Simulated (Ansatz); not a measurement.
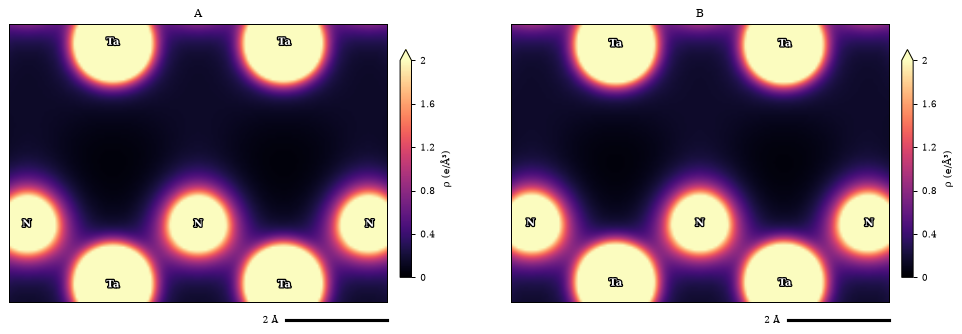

TaN. The valence charge density (pseudo) of two cells that differ in size, on the (011̄) plane of each (indices in the axes of the calculation cell), at one length scale and on one colour scale; one has 13.3 and the other 13.8 Å³ an atom.

Space group F-43m; started from the zincblende prototype, which need not be the ambient phase; the program warned that a starting moment wasn't kept; spin-polarised, but the moments vanished.

Level of theory: Ansatz, DFT r2SCAN, scalar-relativistic, plane waves, PAW.

Core electrons are frozen (PAW), and the valence fields are smoothed inside the atomic spheres.

The larger cell:

```xyz
2
Lattice="0.0000 2.3976 2.3976 2.3976 0.0000 2.3976 2.3976 2.3976 0.0000" Properties=species:S:1:pos:R:3 pbc="T T T"
Ta    0.0000    0.0000    0.0000
N     1.1988    1.1988    1.1988
```

The smaller cell: a = 3.347 Å, b = 3.347 Å, c = 3.347 Å, α = 60.00°, β = 60.00°, γ = 60.00°.

### Which panel shows the smaller cell, and what does the compression change?

Panel B is the smaller cell, by 4 % in volume. From the larger cell to the smaller, Ta–N goes from 2.08 to 2.05 Å, and the density at its midpoint from 0.77 to 0.82 e/Å³; the pressure goes from −9 to 0.0 GPa.
